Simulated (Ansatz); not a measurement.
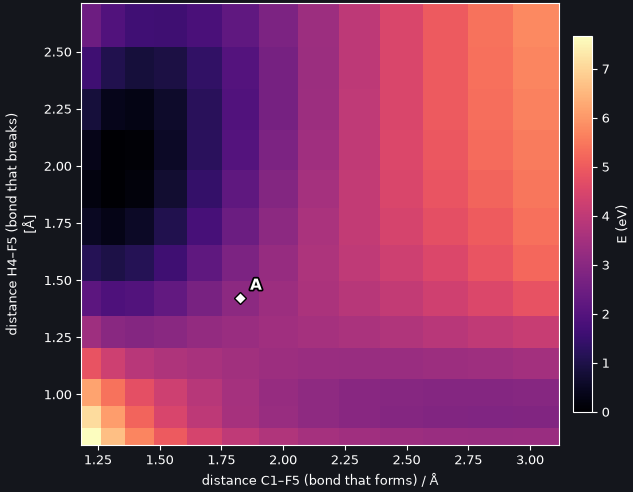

The reacting system CHF₃ (fragments CF₂ + FH where the first distance is long, CHF₃ where the second is long). 
- The first coordinate is: distance C1–F5 (bond that forms); the second: distance H4–F5 (bond that breaks).
- Relaxed at each point: all other coordinates.
- Grid: 13 × 13 points.
- Points are written as (first, second).
- All energies are given in eV relative to the lowest grid point.
- Energies and slopes of some neighbouring points disagree (a jump in structure or state, or too coarse a mesh). The reference is spin-restricted, so regions where a bond is pulled apart into radicals lie too high.
- These are results of Ansatz 0.2.0, RKS PBE0-D4/def2-SVP, not measurements.

In the figure: one coloured cell a grid point, the point A.

**Which way does the force act at A, and how strong is it?**

A, at (1.827 Å, 1.422 Å), is not a stationary point. The computed force is 2.3 eV for each Å towards smaller values of the first coordinate and 1.9 eV for each Å towards larger values of the second coordinate.
